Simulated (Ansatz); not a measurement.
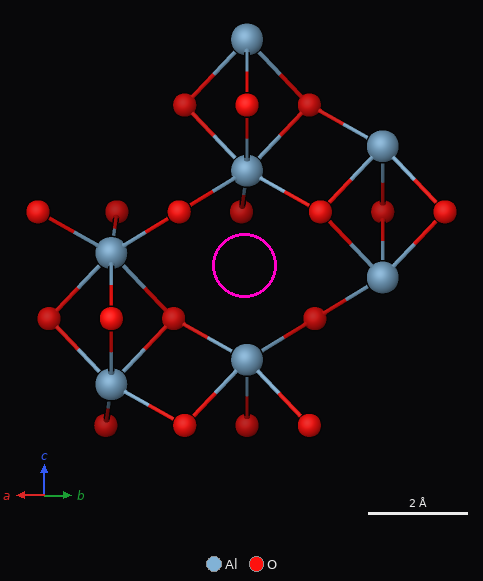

Perfect Al$_{2}$O$_{3}$. A ball-and-stick model of the atoms within 4.6 Å of one point, in a slice 3.4 Å thick across the line of sight, seen along [110].

The calculation used DFT, PBEsol, PAW, plane waves (Ansatz). (plane-wave cutoff 420 eV; k-point mesh 1 × 1 × 1; mesh shifted by (0.25, 0.25, 0.25); no spin polarisation) Fermi-Dirac smearing of 0.01 eV. A uniform background neutralises the charged cell. The axes drawn are those of the host's conventional cell.

An extra aluminium atom is put between the host's atoms (an interstitial) at the ringed place, in charge state −1. The supercell has 120 sites, and the atoms are relaxed at the host's cell.

Q: Predict the relaxed surroundings of the defect.

A: The Al atom starts with 2 Al at 1.92 Å, 6 O at 1.92 to 2.04 Å around its place and ends with 3 O at 1.89 to 1.95 Å, 1 Al at 2.23 Å. Of the host's atoms, an oxygen atom moves furthest from its site, by 0.53 Å. The Al atom itself moves 0.53 Å from where it was put.

The relaxed defect, seen from the same direction:

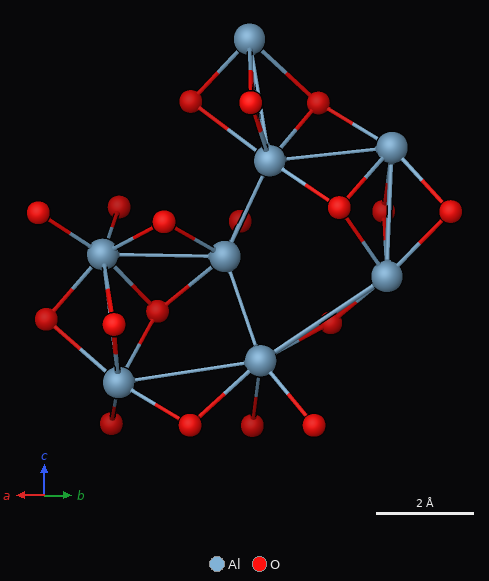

Limits of the set-up: the cell is charged, on a uniform background, and energies carry no finite-size correction.
